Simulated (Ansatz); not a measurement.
## CaS: a changed input and its effect

System: CaS (Fm-3m, 2 atoms in the cell).
Method of the first run: independent-particle optics of PBE bands, plane waves, PAW, no spin polarisation (Ansatz 0.2.0).

The structure derives from an entry of the Crystallography Open Database. The geometry comes from this level: r2SCAN. Text and figures count atoms from 1; the logs count them from 0 in places.

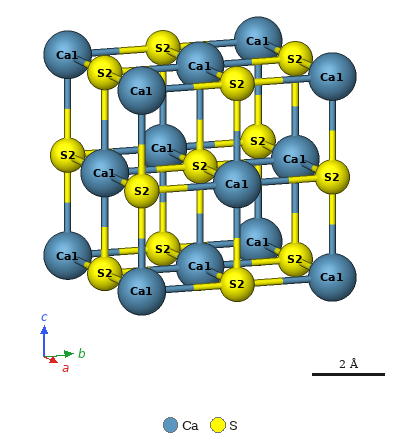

Fig. 1: The structure as given in the input (ball-and-stick view of the cell 4 times as large as that of the calculation, set on its symmetry axes, seen slightly off an axis; atoms are numbered from 1 in the order of the input).

### Input file, the first run
```yaml
crystal:
  lattice:
    - [0.0, 2.8479357439, 2.8479357439]
    - [2.8479357439, 0.0, 2.8479357439]
    - [2.8479357439, 2.8479357439, 0.0]
  atoms:
    - { symbol: Ca, position: [0.0, 0.0, 0.0] }
    - { symbol: S, position: [0.5, 0.5, 0.5] }
kpoints:
  mp_grid: { grid: [8, 8, 8] }
hamiltonian:
  xc: pbe
scf:
  occupations: { method: fixed }
output:
  optics: { e_range: [0, 15], de: 0.05, sigma: 0.1 }
```

Command:
```bash
ansatz run input.yaml --threads 4 --pin off --max-ram 3686MiB --backend cpu --events-out ev --progress --plain --runs-dir out
```

Hardware: 4 threads of Intel Xeon (Granite Rapids), 64 GiB of memory available, shared host.

### Output, shortened to warnings, some set-up lines, iterations and results (the first run)
```
Basis set: ecut = 420 eV, 893 PW (Γ)
Symmetry: 48 space group operations
k-points: 29 of 512
Initial density: superposition of atomic densities (neutral atoms: chi_scale 0, normalization atom), corrected by the library's trained network
[...]
SCF iter   1: F=—  HF=-2723.261595 eV  |F-HF|=—  |Δ(HF+E_count)|=         —  Δρ=3.78e-4  dr2=4.02e-5  ethr=1.77e-3  ⟨swp⟩=4.7  Hψ=1969  notcnv=0  defer=13
SCF iter   2: F=—  HF=-2723.261488 eV  |F-HF|=—  |Δ(HF+E_count)|=   1.07e-4  Δρ=2.90e-4  dr2=6.32e-5  ethr=2.51e-7  ⟨swp⟩=3.0  Hψ=943  notcnv=0  defer=53
SCF iter   3: F=—  HF=-2723.261489 eV  |F-HF|=—  |Δ(HF+E_count)|=   1.17e-6  Δρ=9.17e-5  dr2=1.64e-6  ethr=2.51e-7  ⟨swp⟩=2.8  Hψ=634  notcnv=0  defer=46
SCF iter   4: F=—  HF=-2723.261499 eV  |F-HF|=—  |Δ(HF+E_count)|=   9.83e-6  Δρ=4.55e-5  dr2=5.39e-7  ethr=1.03e-8  ⟨swp⟩=2.2  Hψ=495  notcnv=0  defer=1
SCF iter   5: F=—  HF=-2723.261501 eV  |F-HF|=—  |Δ(HF+E_count)|=   2.76e-6  Δρ=1.27e-5  dr2=1.02e-7  ethr=3.37e-9  ⟨swp⟩=3.0  Hψ=551  notcnv=0  defer=1
SCF iter   6: F=—  HF=-2723.261501 eV  |F-HF|=—  |Δ(HF+E_count)|=   1.89e-8  Δρ=4.82e-6  dr2=1.69e-8  ethr=6.38e-10  ⟨swp⟩=2.0  Hψ=424  notcnv=0  defer=1
SCF iter   7: F=—  HF=-2723.261501 eV  |F-HF|=—  |Δ(HF+E_count)|=   3.86e-9  Δρ=9.50e-7  dr2=6.97e-10  ethr=1.06e-10  ⟨swp⟩=2.1  Hψ=461  notcnv=0  defer=1
SCF iter   8: F=—  HF=-2723.261501 eV  |F-HF|=—  |Δ(HF+E_count)|=  1.70e-10  Δρ=2.87e-7  dr2=6.50e-11  ethr=4.36e-12  ⟨swp⟩=2.4  Hψ=481  notcnv=0  defer=1
SCF iter   9: F=-2723.261501 eV  HF=-2723.261501 eV  |F-HF|=5.46e-12  |Δ(HF+E_count)|=  1.73e-11  Δρ=9.47e-8  dr2=7.22e-12  ethr=1.00e-12  ⟨swp⟩=5.2  Hψ=1609  notcnv=0
SCF 1 converged in 9 iterations: F = -2723.261501 eV  dr2 = 7.22e-12
Optics k sum: 0 of 29 k-points
Optics k sum: 2 of 29 k-points
Optics k sum: 3 of 29 k-points
Optics k sum: 5 of 29 k-points
Optics k sum: 6 of 29 k-points
Optics k sum: 8 of 29 k-points
Optics k sum: 9 of 29 k-points
Optics k sum: 11 of 29 k-points
Optics k sum: 12 of 29 k-points
Optics k sum: 14 of 29 k-points
Optics k sum: 15 of 29 k-points
Optics k sum: 16 of 29 k-points
Optics k sum: 18 of 29 k-points
Optics k sum: 19 of 29 k-points
Optics k sum: 21 of 29 k-points
Optics k sum: 22 of 29 k-points
Optics k sum: 24 of 29 k-points
Optics k sum: 25 of 29 k-points
Optics k sum: 27 of 29 k-points
Optics k sum: 28 of 29 k-points
Optics k sum: 29 of 29 k-points
Optics k sum: 0 of 29 k-points
Optics k sum: 2 of 29 k-points
Optics k sum: 3 of 29 k-points
Optics k sum: 5 of 29 k-points
Optics k sum: 6 of 29 k-points
Optics k sum: 8 of 29 k-points
Optics k sum: 9 of 29 k-points
Optics k sum: 11 of 29 k-points
Optics k sum: 12 of 29 k-points
Optics k sum: 14 of 29 k-points
Optics k sum: 15 of 29 k-points
Optics k sum: 16 of 29 k-points
Optics k sum: 18 of 29 k-points
Optics k sum: 19 of 29 k-points
Optics k sum: 21 of 29 k-points
Optics k sum: 22 of 29 k-points
Optics k sum: 24 of 29 k-points
Optics k sum: 25 of 29 k-points
Optics k sum: 27 of 29 k-points
Optics k sum: 28 of 29 k-points
Optics k sum: 29 of 29 k-points
SCF converged after 9 iterations
Free energy (F): -2723.261501 eV
Harris-Foulkes:  -2723.261501 eV  (|F-HF|=5.46e-12)
Internal energy: -2723.261501 eV  (E = F + TS)
E sigma→0 (E₀):  -2723.261501 eV
Fermi energy:    5.964083 eV
--- Per-component energies (eV) ---
  E_band       = -134.714580
  E_kinetic    = 386.544636
  E_local      = -823.954412  (includes V_loc(G=0)·N_el)
  E_nonlocal   = 91.671747
  E_hartree    = 270.664543
  E_xc         = -236.041253
  E_vxc        = -260.847591  (∫ρ·V_xc dr)
  E_paw        = -1458.668004  (= ΣΔE_a)
  E_vpaw       = -69.458074  (= ΣTr[D̂ρ^β])
  E_aug_tail   = -0.000004  (compensation charges beyond the density's cutoff)
  E_ewald      = -953.478753
  E_smearing   = -0.000000  (= −TS)
  E_closure    = 0.000000  (closes the sum)
  Σ components = -2723.261501   (vs F -2723.261501, Δ=0.00e0)
```

For the second run the input was changed thus:
```diff
-  xc: pbe
+  xc: r2scan
+  write_density: true
+  write_potential: true
+  elf: true
+  volumetric_format: npy
```

Predict how the results change.

The total energies belong to different methods, so their difference says nothing on which is more stable or more accurate. The gap on the mesh goes from 2.36 to 2.80 eV. The functional changes from PBE to r2SCAN. The SCF takes 8 iterations against 9. The default cutoff goes from 420 to 500 eV with the change. The plane waves at Γ go from 893 to 1211.

### Output, shortened to warnings, some set-up lines, iterations and results (the second run)
```
Basis set: ecut = 500 eV, 1211 PW (Γ), exchange–correlation on 120×120×120 points (64 copies of the dense FFT grid, shifted against one another)
Symmetry: 48 space group operations
k-points: 29 of 512
Initial density: superposition of atomic densities (neutral atoms: chi_scale 0, normalization atom), corrected by the library's trained network
[...]
SCF iter   1: F=—  HF=-2732.366109 eV  |F-HF|=—  |Δ(HF+E_count)|=         —  Δρ=5.29e-3  dr2=1.11e-2  dr2_τ=8.11e-3  ethr=1.77e-3  ⟨swp⟩=4.3  Hψ=1960  notcnv=0  defer=36
SCF iter   2: F=—  HF=-2732.411219 eV  |F-HF|=—  |Δ(HF+E_count)|=   4.51e-2  Δρ=2.17e-3  dr2=1.09e-3  dr2_τ=1.29e-4  ethr=6.93e-5  ⟨swp⟩=3.0  Hψ=912  notcnv=0  defer=47
SCF iter   3: F=—  HF=-2732.411397 eV  |F-HF|=—  |Δ(HF+E_count)|=   1.78e-4  Δρ=7.36e-4  dr2=1.40e-4  dr2_τ=1.87e-5  ethr=6.80e-6  ⟨swp⟩=3.0  Hψ=604  notcnv=0  defer=53
SCF iter   4: F=—  HF=-2732.411438 eV  |F-HF|=—  |Δ(HF+E_count)|=   4.12e-5  Δρ=1.18e-4  dr2=5.46e-6  dr2_τ=1.46e-6  ethr=8.76e-7  ⟨swp⟩=2.6  Hψ=548  notcnv=0  defer=51
SCF iter   5: F=—  HF=-2732.411438 eV  |F-HF|=—  |Δ(HF+E_count)|=   4.99e-7  Δρ=2.01e-5  dr2=5.93e-8  dr2_τ=1.78e-8  ethr=3.41e-8  ⟨swp⟩=2.0  Hψ=460  notcnv=0  defer=6
SCF iter   6: F=—  HF=-2732.411438 eV  |F-HF|=—  |Δ(HF+E_count)|=   4.73e-8  Δρ=2.55e-6  dr2=2.30e-9  dr2_τ=1.67e-10  ethr=3.71e-10  ⟨swp⟩=2.1  Hψ=576  notcnv=0  defer=3
SCF iter   7: F=—  HF=-2732.411438 eV  |F-HF|=—  |Δ(HF+E_count)|=  3.12e-10  Δρ=3.27e-7  dr2=8.58e-11  dr2_τ=2.20e-12  ethr=1.43e-11  ⟨swp⟩=1.7  Hψ=419  notcnv=0  defer=3
SCF iter   8: F=-2732.411438 eV  HF=-2732.411438 eV  |F-HF|=4.55e-13  |Δ(HF+E_count)|=  1.09e-11  Δρ=4.29e-8  dr2=8.91e-13  dr2_τ=1.06e-13  ethr=1.00e-12  ⟨swp⟩=5.0  Hψ=1629  …
SCF 1 converged in 8 iterations: F = -2732.411438 eV  dr2 = 8.91e-13
Optics k sum: 0 of 29 k-points
Optics k sum: 2 of 29 k-points
Optics k sum: 3 of 29 k-points
Optics k sum: 5 of 29 k-points
Optics k sum: 6 of 29 k-points
Optics k sum: 8 of 29 k-points
Optics k sum: 9 of 29 k-points
Optics k sum: 11 of 29 k-points
Optics k sum: 12 of 29 k-points
Optics k sum: 14 of 29 k-points
Optics k sum: 15 of 29 k-points
Optics k sum: 16 of 29 k-points
Optics k sum: 18 of 29 k-points
Optics k sum: 19 of 29 k-points
Optics k sum: 21 of 29 k-points
Optics k sum: 22 of 29 k-points
Optics k sum: 24 of 29 k-points
Optics k sum: 25 of 29 k-points
Optics k sum: 27 of 29 k-points
Optics k sum: 28 of 29 k-points
Optics k sum: 29 of 29 k-points
Optics k sum: 0 of 29 k-points
Optics k sum: 2 of 29 k-points
Optics k sum: 3 of 29 k-points
Optics k sum: 5 of 29 k-points
Optics k sum: 6 of 29 k-points
Optics k sum: 8 of 29 k-points
Optics k sum: 9 of 29 k-points
Optics k sum: 11 of 29 k-points
Optics k sum: 12 of 29 k-points
Optics k sum: 14 of 29 k-points
Optics k sum: 15 of 29 k-points
Optics k sum: 16 of 29 k-points
Optics k sum: 18 of 29 k-points
Optics k sum: 19 of 29 k-points
Optics k sum: 21 of 29 k-points
Optics k sum: 22 of 29 k-points
Optics k sum: 24 of 29 k-points
Optics k sum: 25 of 29 k-points
Optics k sum: 27 of 29 k-points
Optics k sum: 28 of 29 k-points
Optics k sum: 29 of 29 k-points
SCF converged after 8 iterations
Free energy (F): -2732.411438 eV
Harris-Foulkes:  -2732.411438 eV  (|F-HF|=4.55e-13)
Internal energy: -2732.411438 eV  (E = F + TS)
E sigma→0 (E₀):  -2732.411438 eV
Fermi energy:    5.723221 eV
--- Per-component energies (eV) ---
  E_band       = -146.420323
  E_kinetic    = 386.130877
  E_local      = -821.783238  (includes V_loc(G=0)·N_el)
  E_nonlocal   = 91.024288
  E_hartree    = 269.467449
  E_xc         = -230.161872
  E_vxc        = -290.479440  (∫ρ·V_xc dr)
  E_paw        = -1473.279753  (= ΣΔE_a)
  E_vpaw       = -66.303950  (= ΣTr[D̂ρ^β])
  E_aug_tail   = -0.000003  (compensation charges beyond the density's cutoff)
  E_vtau       = 16.056257  (kinetic-family band-sum trace: ∫τ·v_τ [+ j·A + Jᵃ·Aᵃ] dr)
  E_ewald      = -953.478753
  E_core_change = -0.330432  (= ΣΔE_core)
  E_smearing   = -0.000000  (= −TS)
  E_closure    = 0.000000  (closes the sum)
  Σ components = -2732.411438   (vs F -2732.411438, Δ=0.00e0)
```

### The two runs side by side

| quantity | the first run | the second run |
| --- | --- | --- |
| outcome | converged | converged |
| free energy per atom (eV) | −1361.6308 | −1366.2057 |
| gap on the mesh (eV) | 2.36 | 2.80 |
| SCF iterations | 9 | 8 |
| irreducible k-points | 29 | 29 |
| plane waves at Γ | 893 | 1211 |
| wall time (shared host) | 1.3 s | 3.3 s |
